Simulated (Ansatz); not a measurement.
## Geometry relaxation of C

- system: C (slab, 4 atoms in the cell)
- method: DFT PBE+D3(BJ), scalar-relativistic, plane waves, PAW, no spin polarisation (Ansatz 0.2.0)

The structure derives from an entry of the Crystallography Open Database. The input holds or restrains some coordinates. Forces given for the steps count only the free coordinates. Figures and captions count atoms from 1; the log counts them from 0 in places.

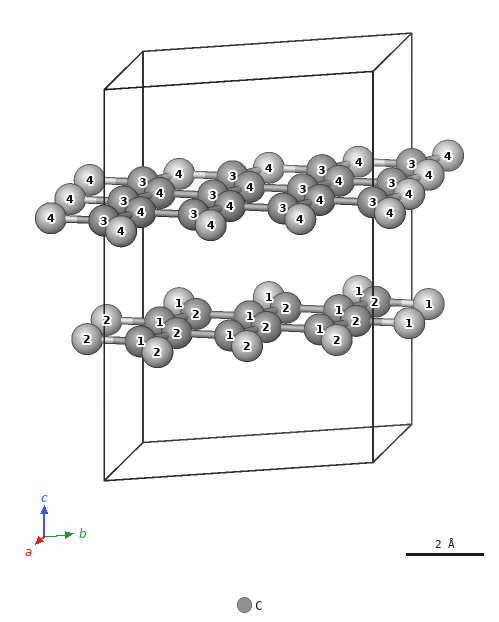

Fig. 1: The starting structure (ball-and-stick view of the 2 × 3 repeat of the cell, with the vacuum cut short, seen slightly off an axis; neighbours outside the cell are drawn fainter; atoms are numbered from 1 in the order of the input). An atom can appear more than once, as a periodic image. Near neighbours in the periodic cell (some may lie outside the picture): C has 3 C at 1.42 Å.

Results in brief:

```csv
quantity,value
outcome,converged under the restraints of the input
free energy,−1004.2205 eV
Fermi energy,0.045 eV
hardware,"4 threads of Arm Neoverse V1, 24 GiB of memory available, shared host"
wall time,1.8 min (CPU time 6.8 min)
```

Input file:
```yaml
crystal:
  lattice:
    - [2.4656677093, 0.0, 0.0]
    - [-1.2328338546, 2.1353308736, 0.0]
    - [0.0, 0.0, 17.5000661151]
  atoms:
    - { symbol: C, position: [0.6666666667, 0.3333333333, 0.2571425794] }
    - { symbol: C, position: [0.3333333333, 0.6666666667, 0.2571428988] }
    - { symbol: C, position: [1.0, 1.0, 0.4546382817] }
    - { symbol: C, position: [0.6666666667, 1.3333333333, 0.4546382816] }
basis:
  ecutwfc: 420
kpoints:
  mp_grid: { grid: [15, 15, 1] }
hamiltonian:
  xc: pbe
  dispersion: d3bj
scf:
  occupations: { method: gaussian, width: 0.1 }
output:
  forces: true
  eigenvalues: true
relax:
  adjacent_minimum: "off"
  f_tol: 0.003
  max_steps: 20
  constraints: [{ site: 1 }, { sites: [0, 2, 3], fix: xy }]
efield:
  axis: 3
  dipole_correction: true
  ramp_width: 0.04
```

Run as:
```bash
ansatz run input.yaml --threads 4 --pin off --max-ram 12288MiB --backend cpu --events-out ev --progress --plain --runs-dir out
```

Output:
```
Engine: ansatz 0.2.0, aarch64-unknown-linux-gnu
Pseudopotentials: kind: paw
Pseudopotential: C, paw, valence charge 4, recommended cutoff 420 eV (normal), C.paw.azcp
Functional definition: PBE
  parameter kappa = 0.804
  parameter beta = 0.06672455060314922
  exchange = pbe_x(kappa = kappa, mu = beta*pi^2/3)
  correlation = pbe_c(beta = beta)
Crystal: 4 atoms, lattice volume = 92.138 Å³
Basis set: ecut = 420 eV, 1745 PW (Γ), exchange–correlation on 36×36×240 points (8 copies of the dense FFT grid, shifted against one another)
Bands: 12, of which v1, the nominal top of the filled ones, is band 8 counted from 1 (7 counted from 0)
Symmetry: 6 space group operations
k-points: 27 of 225 (time reversal used)
Non-local potential: C, projectors of the file, l = 0: 2, l = 1: 2, l = 2: 1
PAW form: soft (Blöchl's): semilocal exchange-correlation on the pseudo side does not see the compensation charge
PAW one-centre angular grid: C, 110 points (default); XC on 64 Gauss nodes
Initial density: superposition of atomic densities (neutral atoms: chi_scale 0, normalization atom), corrected by the library's trained network
Initial wavefunctions: pseudopotential atomic-orbital guess
Functional: x = pbe(κ = 0.804, μ = 0.2195149727645171), c = pbe(β = 0.06672455060314922)
SCF iter   1: F=—  HF=-1004.219954 eV  |F-HF|=—  |Δ(HF+E_count)|=         —  Δρ=2.20e-3  dr2=5.33e-3  ethr=1.77e-3  p=0.000 e·Å  D=9.58e-6 V/Å  ΔV_dip=-0.00 eV  dr2_dipole=1.35e-8  V_vac-E_F(+/−)=4.48/4.48 eV  ⟨swp⟩=6.1  Hψ=2141  notcnv=0
efield: sawtooth ramp at fractional position 0.8359 (placed from the atoms, in the widest stretch of the axis that holds none; the zero of the levels goes with the place), width 0.0400; the density the first Hamiltonian is built on has a dipole p = 0.000 e·Å; the dipole correction subtracts the counter field D = 9.58e-6 V/Å, which shifts the + side's vacuum level by -0.00 eV against the − side's; the planar-averaged density in the ramp window peaks in size at 8.1e-5 e/Å³
preconditioner: auto → LDOS  [metal: Δε(μ)=0.000 eV  Ē_g=14.988 eV  σ=0.100 eV  W_gap=0.00  n_scr=10 (ndim 8)  ℏωp=15.5 eV  f_vac=0.593  D(μ)=0.20/eV (n_scr^D=2)  β→1.0]
SCF iter   2: F=—  HF=-1004.220705 eV  |F-HF|=—  |Δ(HF+E_count)|=   7.51e-4  Δρ=9.15e-4  dr2=2.51e-3  ethr=3.33e-5  p=-0.000 e·Å  D=-1.64e-4 V/Å  ΔV_dip=0.00 eV  dr2_dipole=8.25e-8  V_vac-E_F(+/−)=4.17/4.17 eV  ⟨swp⟩=2.3  Hψ=828  notcnv=0
SCF iter   3: F=—  HF=-1004.220021 eV  |F-HF|=—  |Δ(HF+E_count)|=   6.84e-4  Δρ=3.23e-4  dr2=3.40e-4  ethr=1.57e-5  p=0.000 e·Å  D=1.28e-4 V/Å  ΔV_dip=-0.00 eV  dr2_dipole=1.19e-7  V_vac-E_F(+/−)=4.29/4.30 eV  ⟨swp⟩=2.7  Hψ=590  notcnv=0
SCF iter   4: F=—  HF=-1004.219967 eV  |F-HF|=—  |Δ(HF+E_count)|=   5.44e-5  Δρ=7.35e-5  dr2=5.87e-6  ethr=2.13e-6  p=-0.000 e·Å  D=-2.12e-6 V/Å  ΔV_dip=0.00 eV  dr2_dipole=5.97e-10  V_vac-E_F(+/−)=4.27/4.27 eV  ⟨swp⟩=2.3  Hψ=489  notcnv=0
SCF iter   5: F=—  HF=-1004.219979 eV  |F-HF|=—  |Δ(HF+E_count)|=   1.25e-5  Δρ=1.11e-5  dr2=1.34e-7  ethr=3.67e-8  p=0.000 e·Å  D=2.66e-5 V/Å  ΔV_dip=-0.00 eV  dr2_dipole=9.15e-9  V_vac-E_F(+/−)=4.27/4.27 eV  ⟨swp⟩=2.4  Hψ=576  notcnv=0
iter 6 did not close the SCF: its close was put off until two iterations running show no level that it waits for move by more than its bar (scf_convergence_deferred on its scf_iter line)
SCF iter   6: F=-1004.219980 eV  HF=-1004.219980 eV  |F-HF|=1.19e-8  |Δ(HF+E_count)|=   1.69e-7  Δρ=5.66e-6  dr2=3.22e-8  ethr=8.40e-10  p=-0.000 e·Å  D=-1.53e-5 V/Å  ΔV_dip=0.00 eV  dr2_dipole=3.22e-9  V_vac-E_F(+/−)=4.27/4.27 eV  ⟨swp⟩=7.6  Hψ=1942  notcnv=0
iter 7 did not close the SCF: its close was put off until two iterations running show no level that it waits for move by more than its bar (scf_convergence_deferred on its scf_iter line)
SCF iter   7: F=-1004.219980 eV  HF=-1004.219980 eV  |F-HF|=1.82e-9  |Δ(HF+E_count)|=   6.25e-9  Δρ=1.13e-6  dr2=7.00e-10  ethr=2.01e-10  p=-0.000 e·Å  D=-2.43e-6 V/Å  ΔV_dip=0.00 eV  dr2_dipole=6.30e-11  V_vac-E_F(+/−)=4.27/4.27 eV  ⟨swp⟩=3.1  Hψ=1416  notcnv=0
iter 8 did not close the SCF: its close was put off until two iterations running show no level that it waits for move by more than its bar (scf_convergence_deferred on its scf_iter line)
SCF iter   8: F=-1004.219980 eV  HF=-1004.219980 eV  |F-HF|=1.19e-10  |Δ(HF+E_count)|=   2.22e-9  Δρ=5.06e-7  dr2=2.15e-10  ethr=4.38e-12  p=0.000 e·Å  D=1.50e-7 V/Å  ΔV_dip=-0.00 eV  dr2_dipole=3.18e-13  V_vac-E_F(+/−)=4.27/4.27 eV  ⟨swp⟩=1.5  Hψ=1087  notcnv=0
SCF iter   9: F=-1004.219980 eV  HF=-1004.219980 eV  |F-HF|=2.00e-11  |Δ(HF+E_count)|=  3.73e-11  Δρ=3.83e-8  dr2=1.21e-12  ethr=1.34e-12  p=0.000 e·Å  D=1.30e-7 V/Å  ΔV_dip=-0.00 eV  dr2_dipole=1.21e-13  V_vac-E_F(+/−)=4.27/4.27 eV  ⟨swp⟩=1.2  Hψ=1019  notcnv=0
SCF 1 converged in 9 iterations: F = -1004.219980 eV  dr2 = 1.21e-12
  greatest PAW one-centre occupation: 0.672 electrons in one spin orbital (limit 2), on the C atom at site 0 (counted from 0), in its partial waves of l = 0
relax step   1: F+E_penalty+E_count = -1004.21997962 eV  Δ(F+E_penalty+E_count) = +0.000e0 eV  max|allowed force component| = 1.624e-2 eV/Å  Δτ_max = 0.0000 Å  (9 SCF iters, dr2 threshold 2.25e-7 eV, accepted)
Initial density: handed on by an earlier stage of this run
Initial wavefunctions: those handed on with the density
iter 1 solved again at ethr=7.95e-4 eV; its pass at ethr=3.10e-3 eV (dr2=1.27e-1 eV) is discarded
SCF iter   1: F=—  HF=-1004.258990 eV  |F-HF|=—  |Δ(HF+E_count)|=         —  Δρ=1.31e-2  dr2=1.28e-1  ethr=7.95e-4  p=0.000 e·Å  D=1.17e-7 V/Å  ΔV_dip=-0.00 eV  dr2_dipole=3.46e-3  V_vac-E_F(+/−)=4.28/4.28 eV  ⟨swp⟩=1.0  Hψ=1906  notcnv=0
efield: sawtooth ramp at fractional position 0.8359 (handed on by an earlier solve), width 0.0400; the density the first Hamiltonian is built on has a dipole p = 0.000 e·Å; the dipole correction subtracts the counter field D = 1.17e-7 V/Å, which shifts the + side's vacuum level by -0.00 eV against the − side's; the planar-averaged density in the ramp window peaks in size at 1.8e-7 e/Å³
preconditioner: auto → LDOS  [metal: Δε(μ)=0.001 eV  Ē_g=14.979 eV  σ=0.100 eV  W_gap=0.00  n_scr=10 (ndim 8)  ℏωp=15.5 eV  f_vac=0.601  D(μ)=0.20/eV (n_scr^D=2)  β→1.0]
SCF iter   2: F=—  HF=-1004.269774 eV  |F-HF|=—  |Δ(HF+E_count)|=   1.08e-2  Δρ=7.36e-3  dr2=1.63e-1  ethr=7.95e-4  p=0.021 e·Å  D=4.11e-2 V/Å  ΔV_dip=-0.72 eV  dr2_dipole=1.55e-2  V_vac-E_F(+/−)=3.55/4.27 eV  ⟨swp⟩=3.2  Hψ=936  notcnv=0
SCF iter   3: F=—  HF=-1004.220939 eV  |F-HF|=—  |Δ(HF+E_count)|=   4.88e-2  Δρ=1.23e-3  dr2=2.64e-3  ethr=7.95e-4  p=-0.002 e·Å  D=-4.16e-3 V/Å  ΔV_dip=0.07 eV  dr2_dipole=2.25e-4  V_vac-E_F(+/−)=4.37/4.30 eV  ⟨swp⟩=2.8  Hψ=722  notcnv=0
SCF iter   4: F=—  HF=-1004.220398 eV  |F-HF|=—  |Δ(HF+E_count)|=   5.41e-4  Δρ=4.32e-4  dr2=1.47e-4  ethr=1.65e-5  p=-0.001 e·Å  D=-1.77e-3 V/Å  ΔV_dip=0.03 eV  dr2_dipole=1.84e-5  V_vac-E_F(+/−)=4.29/4.26 eV  ⟨swp⟩=2.3  Hψ=544  notcnv=0
SCF iter   5: F=—  HF=-1004.220375 eV  |F-HF|=—  |Δ(HF+E_count)|=   2.32e-5  Δρ=1.49e-4  dr2=1.80e-5  ethr=9.20e-7  p=-0.000 e·Å  D=-5.61e-4 V/Å  ΔV_dip=0.01 eV  dr2_dipole=2.89e-6  V_vac-E_F(+/−)=4.29/4.28 eV  ⟨swp⟩=2.1  Hψ=523  notcnv=0
SCF iter   6: F=—  HF=-1004.220421 eV  |F-HF|=—  |Δ(HF+E_count)|=   4.67e-5  Δρ=4.92e-5  dr2=3.24e-6  ethr=1.13e-7  p=0.000 e·Å  D=1.83e-4 V/Å  ΔV_dip=-0.00 eV  dr2_dipole=3.89e-7  V_vac-E_F(+/−)=4.28/4.28 eV  ⟨swp⟩=2.1  Hψ=501  notcnv=0
SCF iter   7: F=—  HF=-1004.220422 eV  |F-HF|=—  |Δ(HF+E_count)|=   9.18e-7  Δρ=1.07e-5  dr2=1.07e-7  ethr=2.02e-8  p=0.000 e·Å  D=4.26e-5 V/Å  ΔV_dip=-0.00 eV  dr2_dipole=2.87e-8  V_vac-E_F(+/−)=4.28/4.28 eV  ⟨swp⟩=2.3  Hψ=477  notcnv=0
iter 8 did not close the SCF: its close was put off until two iterations running show no level that it waits for move by more than its bar (scf_convergence_deferred on its scf_iter line)
SCF iter   8: F=-1004.220423 eV  HF=-1004.220423 eV  |F-HF|=2.05e-8  |Δ(HF+E_count)|=   3.05e-7  Δρ=2.20e-6  dr2=5.07e-9  ethr=1.03e-10  p=-0.000 e·Å  D=-1.04e-5 V/Å  ΔV_dip=0.00 eV  dr2_dipole=8.07e-10  V_vac-E_F(+/−)=4.28/4.28 eV  ⟨swp⟩=9.0  Hψ=1877  notcnv=0
iter 9 did not close the SCF: its close was put off until two iterations running show no level that it waits for move by more than its bar (scf_convergence_deferred on its scf_iter line)
SCF iter   9: F=-1004.220423 eV  HF=-1004.220423 eV  |F-HF|=1.03e-10  |Δ(HF+E_count)|=   2.33e-8  Δρ=5.46e-7  dr2=3.01e-10  ethr=3.17e-11  p=0.000 e·Å  D=1.48e-7 V/Å  ΔV_dip=-0.00 eV  dr2_dipole=3.79e-11  V_vac-E_F(+/−)=4.28/4.28 eV  ⟨swp⟩=3.3  Hψ=1461  notcnv=0
iter 10 did not close the SCF: its close was put off until two iterations running show no level that it waits for move by more than its bar (scf_convergence_deferred on its scf_iter line)
SCF iter  10: F=-1004.220423 eV  HF=-1004.220423 eV  |F-HF|=4.71e-11  |Δ(HF+E_count)|=  2.22e-10  Δρ=1.97e-7  dr2=2.42e-11  ethr=1.88e-12  p=0.000 e·Å  D=2.90e-6 V/Å  ΔV_dip=-0.00 eV  dr2_dipole=1.43e-14  V_vac-E_F(+/−)=4.28/4.28 eV  ⟨swp⟩=1.9  Hψ=1084  notcnv=0
SCF iter  11: F=-1004.220423 eV  HF=-1004.220423 eV  |F-HF|=4.00e-11  |Δ(HF+E_count)|=  2.07e-11  Δρ=4.43e-8  dr2=8.67e-13  ethr=1.00e-12  p=0.000 e·Å  D=3.10e-6 V/Å  ΔV_dip=-0.00 eV  dr2_dipole=1.09e-14  V_vac-E_F(+/−)=4.28/4.28 eV  ⟨swp⟩=1.5  Hψ=793  notcnv=0
SCF 2 converged in 11 iterations: F = -1004.220423 eV  dr2 = 8.67e-13
relax step   2: F+E_penalty+E_count = -1004.22042267 eV  Δ(F+E_penalty+E_count) = -4.431e-4 eV  max|allowed force component| = 1.413e-2 eV/Å  Δτ_max = 0.0800 Å  (11 SCF iters, accepted)
SCF iter   1: F=—  HF=-1004.223404 eV  |F-HF|=—  |Δ(HF+E_count)|=         —  Δρ=3.61e-3  dr2=9.83e-3  ethr=5.97e-4  p=0.000 e·Å  D=3.04e-6 V/Å  ΔV_dip=-0.00 eV  dr2_dipole=2.97e-4  V_vac-E_F(+/−)=4.28/4.28 eV  ⟨swp⟩=2.7  Hψ=1088  notcnv=0
efield: sawtooth ramp at fractional position 0.8359 (handed on by an earlier solve), width 0.0400; the density the first Hamiltonian is built on has a dipole p = 0.000 e·Å; the dipole correction subtracts the counter field D = 3.04e-6 V/Å, which shifts the + side's vacuum level by -0.00 eV against the − side's; the planar-averaged density in the ramp window peaks in size at 1.0e-7 e/Å³
preconditioner: auto → LDOS  [metal: Δε(μ)=0.002 eV  Ē_g=14.936 eV  σ=0.100 eV  W_gap=0.01  n_scr=10 (ndim 8)  ℏωp=15.5 eV  f_vac=0.596  D(μ)=0.20/eV (n_scr^D=2)  β→1.0]
SCF iter   2: F=—  HF=-1004.224343 eV  |F-HF|=—  |Δ(HF+E_count)|=   9.39e-4  Δρ=2.09e-3  dr2=1.36e-2  ethr=6.14e-5  p=-0.006 e·Å  D=-1.18e-2 V/Å  ΔV_dip=0.21 eV  dr2_dipole=1.47e-3  V_vac-E_F(+/−)=4.48/4.28 eV  ⟨swp⟩=2.4  Hψ=879  notcnv=0
SCF iter   3: F=—  HF=-1004.220460 eV  |F-HF|=—  |Δ(HF+E_count)|=   3.88e-3  Δρ=3.40e-4  dr2=1.18e-4  ethr=6.14e-5  p=0.000 e·Å  D=3.24e-4 V/Å  ΔV_dip=-0.01 eV  dr2_dipole=4.14e-6  V_vac-E_F(+/−)=4.26/4.27 eV  ⟨swp⟩=2.1  Hψ=533  notcnv=0
SCF iter   4: F=—  HF=-1004.220454 eV  |F-HF|=—  |Δ(HF+E_count)|=   6.16e-6  Δρ=1.41e-4  dr2=1.63e-5  ethr=7.39e-7  p=0.000 e·Å  D=2.63e-4 V/Å  ΔV_dip=-0.00 eV  dr2_dipole=2.79e-7  V_vac-E_F(+/−)=4.28/4.28 eV  ⟨swp⟩=2.3  Hψ=542  notcnv=0
SCF iter   5: F=—  HF=-1004.220485 eV  |F-HF|=—  |Δ(HF+E_count)|=   3.12e-5  Δρ=3.82e-5  dr2=8.10e-7  ethr=1.02e-7  p=0.000 e·Å  D=1.30e-4 V/Å  ΔV_dip=-0.00 eV  dr2_dipole=1.51e-7  V_vac-E_F(+/−)=4.27/4.28 eV  ⟨swp⟩=2.1  Hψ=511  notcnv=0
SCF iter   6: F=—  HF=-1004.220485 eV  |F-HF|=—  |Δ(HF+E_count)|=   1.39e-7  Δρ=1.30e-5  dr2=1.85e-7  ethr=5.06e-9  p=-0.000 e·Å  D=-3.62e-5 V/Å  ΔV_dip=0.00 eV  dr2_dipole=1.74e-8  V_vac-E_F(+/−)=4.28/4.28 eV  ⟨swp⟩=2.1  Hψ=501  notcnv=0
iter 7 did not close the SCF: its close was put off until two iterations running show no level that it waits for move by more than its bar (scf_convergence_deferred on its scf_iter line)
SCF iter   7: F=-1004.220485 eV  HF=-1004.220485 eV  |F-HF|=1.36e-8  |Δ(HF+E_count)|=   6.14e-8  Δρ=2.53e-6  dr2=3.69e-9  ethr=7.80e-11  p=-0.000 e·Å  D=-7.01e-6 V/Å  ΔV_dip=0.00 eV  dr2_dipole=5.97e-10  V_vac-E_F(+/−)=4.28/4.28 eV  ⟨swp⟩=6.7  Hψ=1978  notcnv=0
iter 8 did not close the SCF: its close was put off until two iterations running show no level that it waits for move by more than its bar (scf_convergence_deferred on its scf_iter line)
SCF iter   8: F=-1004.220485 eV  HF=-1004.220485 eV  |F-HF|=6.38e-10  |Δ(HF+E_count)|=   1.49e-8  Δρ=5.12e-7  dr2=1.84e-10  ethr=2.31e-11  p=0.000 e·Å  D=2.11e-7 V/Å  ΔV_dip=-0.00 eV  dr2_dipole=2.45e-12  V_vac-E_F(+/−)=4.28/4.28 eV  ⟨swp⟩=3.4  Hψ=1345  notcnv=0
iter 9 did not close the SCF: its close was put off until two iterations running show no level that it waits for move by more than its bar (scf_convergence_deferred on its scf_iter line)
SCF iter   9: F=-1004.220485 eV  HF=-1004.220485 eV  |F-HF|=4.10e-11  |Δ(HF+E_count)|=  6.63e-10  Δρ=1.35e-7  dr2=1.34e-11  ethr=1.15e-12  p=-0.000 e·Å  D=-5.99e-7 V/Å  ΔV_dip=0.00 eV  dr2_dipole=6.82e-14  V_vac-E_F(+/−)=4.28/4.28 eV  ⟨swp⟩=1.6  Hψ=985  notcnv=0
SCF iter  10: F=-1004.220485 eV  HF=-1004.220485 eV  |F-HF|=1.14e-12  |Δ(HF+E_count)|=  4.15e-11  Δρ=6.31e-8  dr2=3.02e-12  ethr=1.00e-12  p=-0.000 e·Å  D=-8.09e-7 V/Å  ΔV_dip=0.00 eV  dr2_dipole=4.82e-15  V_vac-E_F(+/−)=4.28/4.28 eV  ⟨swp⟩=1.7  Hψ=800  notcnv=0
SCF 3 converged in 10 iterations: F = -1004.220485 eV  dr2 = 3.02e-12
  greatest PAW one-centre occupation: 0.672 electrons in one spin orbital (limit 2), on the C atom at site 3 (counted from 0), in its partial waves of l = 0
relax step   3: F+E_penalty+E_count = -1004.22048507 eV  Δ(F+E_penalty+E_count) = -6.240e-5 eV  max|allowed force component| = 1.829e-3 eV/Å  Δτ_max = 0.0218 Å  (10 SCF iters, accepted)
```

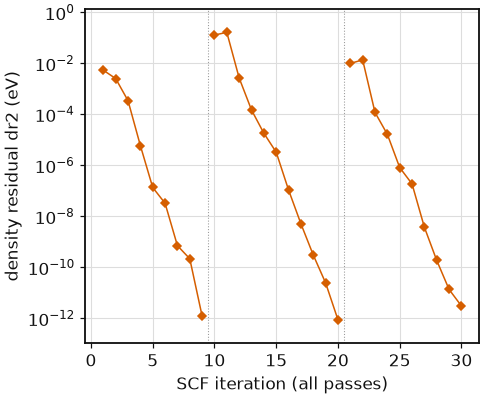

Fig. 2: Convergence of the self-consistent field: density residual dr2 against the SCF iteration. The dotted lines part the SCF passes of the relaxation: geometry steps, rejected trials and re-solves on a re-selected basis. The passes take 9, 11 and 10 iterations.

```
SCF converged after 10 iterations
Free energy (F): -1004.220485 eV
Harris-Foulkes:  -1004.220485 eV  (|F-HF|=1.14e-12)
Internal energy: -1004.219482 eV  (E = F + TS)
E sigma→0 (E₀):  -1004.219984 eV
Entropy (-TS):   -0.001003 eV (-0.251 meV/atom)
Fermi energy:    0.045341 eV
Dipole field:    D = -0.000001 V/Å  (p = -0.000000 e·Å, saw-weighted, corrected)
Work function:   Φ+ = 4.2759 eV   Φ− = 4.2759 eV
Levels:          The Fermi level and band energies are counted from a zero that moves with the ramp; work functions are not
--- Per-component energies (eV) ---
  E_band       = -145.460987
  E_kinetic    = 363.480332
  E_local      = -6077.620589  (includes V_loc(G=0)·N_el)
  E_nonlocal   = 109.180411
  E_hartree    = 2862.170207
  E_xc         = -191.945278
  E_vxc        = -237.636917  (∫ρ·V_xc dr)
  E_paw        = -397.368189  (= ΣΔE_a)
  E_vpaw       = -27.204657  (= ΣTr[D̂ρ^β])
  E_aug_tail   = 0.000029  (compensation charges beyond the density's cutoff)
  E_efield     = 0.000000  (sawtooth field / dipole correction)
  E_vefield    = -0.000000  (∫n·V_field dr)
  E_ewald      = 2328.359002
  E_disp       = -0.475407  (pairwise vdW)
  E_smearing   = -0.001003  (= −TS)
  E_closure    = -0.000000  (closes the sum)
  Σ components = -1004.220485   (vs F -1004.220485, Δ=0.00e0)
--- Forces (eV/Å), atoms counted from 1 ---
  atom   1  C      0.00000000     0.00000000     0.00182885
  atom   2  C     -0.00000000    -0.00000000    -0.00112591
  atom   3  C      0.00000000     0.00000000    -0.00092152
  atom   4  C      0.00000000    -0.00000000     0.00022209
  max |Σ_I F_I| component: 3.53e-6 eV/Å
--- Band table (eV; the first three rows and the last of 27) ---
  k-point 0: bands = ["-19.5347", "-19.3983", "-8.0128", "-7.0999", "-2.9886", "-2.9886", "-2.9809", "-2.9809", "3.4457", "3.9000", "4.8004", "6.5590"]
  k-point 1: bands = ["-19.4293", "-19.2938", "-7.8855", "-6.9764", "-3.4162", "-3.4036", "-3.2127", "-3.2018", "3.5873", "4.0427", "4.9435", "6.7005"]
  k-point 2: bands = ["-19.1138", "-18.9810", "-7.5055", "-6.6083", "-4.5495", "-4.5269", "-3.7788", "-3.7632", "4.0120", "4.4702", "5.3728", "7.1239"]
  k-point 26: bands = ["-12.5898", "-12.5450", "-12.5449", "-12.5044", "-10.5099", "-10.5099", "-0.2589", "0.0453", "0.0453", "0.3666", "10.6256", "10.6257"]
--- Relaxed structure (3 steps of the walk, 3 accepted, 0 SCFs on fresh bases) ---
  F+E_penalty+E_count = -1004.22048507 eV   max|allowed force component| = 1.829e-3 eV/Å
  atoms:
    - { symbol: C, position: [0.6666666666666667, 0.33333333333333326, 0.25716991896085184] }
    - { symbol: C, position: [0.3333333333333333, 0.6666666666666666, 0.2571428988] }
    - { symbol: C, position: [1.0, 0.9999999999999999, 0.45134681496946566] }
    - { symbol: C, position: [0.6666666666666666, 1.3333333333333333, 0.4513128138150466] }
```
